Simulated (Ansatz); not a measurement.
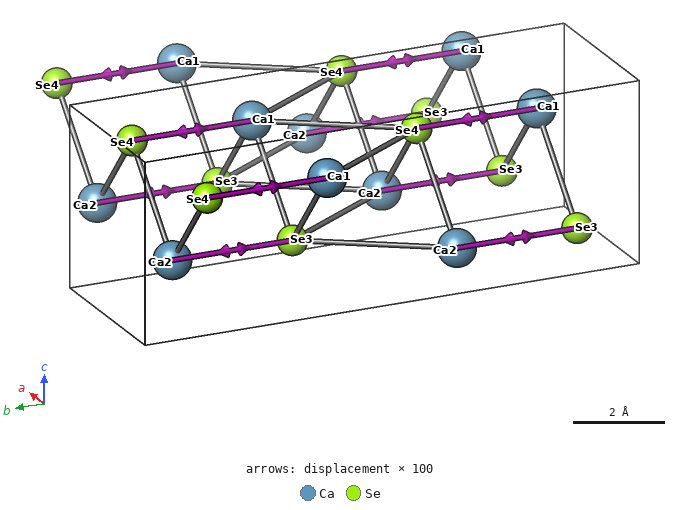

This is a relaxation of a crystal of CaSe (built on the TlCl-63 type type). The starting structure is drawn; purple arrows show the displacements (the part carried along by the change of the cell is left out), 100 times their true length.

The picture is a ball-and-stick view of the conventional cell (2 times the calculation's cell), repeated 2 × 1 × 1 with one cell outlined, seen from a free direction. Lengths and directions refer to the drawn axes.

Theory: DFT, r2SCAN+rVV10, plane waves, PAW (Ansatz 0.2.0). (plane-wave cutoff 500 eV; k-point mesh 6 × 6 × 6; occupations fermi dirac; smearing width 0.03 eV; no spin polarisation; cell and atoms relaxed; force threshold 0.01 eV/Å; at most 120 steps)

Question: What did the optimiser do to the structure, and how much energy did it gain?

Answer: The largest moves relative to the cell, 0.019 Å, are those of Ca1 and Ca2. Ca1 goes along +b. By element the largest moves are Ca 0.019 Å, Se 0.019 Å. The drawn cell changes as follows: a 3.914 → 3.954 Å (+1.0 %), b 11.985 → 12.219 Å (+2.0 %), c 4.304 → 4.303 Å (0.0 %); the volume changes by +3.0 %. Some distances before and after: Ca1–Se4 3.649 → 3.743 Å, Ca1–Se4 (another image) 2.912 → 2.932 Å, Ca1–Se3 2.910 → 2.923 Å. The space group stays Cmcm (No. 63). The energy falls by 2.2 meV per atom in 5 accepted moves (6 points after the start). Largest force component: 0.047 eV/Å at the start, 0.0014 eV/Å at the end. The pressure goes from 1.12 to 0.00 GPa. The SCF was repeated once at an unchanged geometry on a basis and grid sized afresh for the cell, which shifted the energy by 0.1 meV per atom at most.
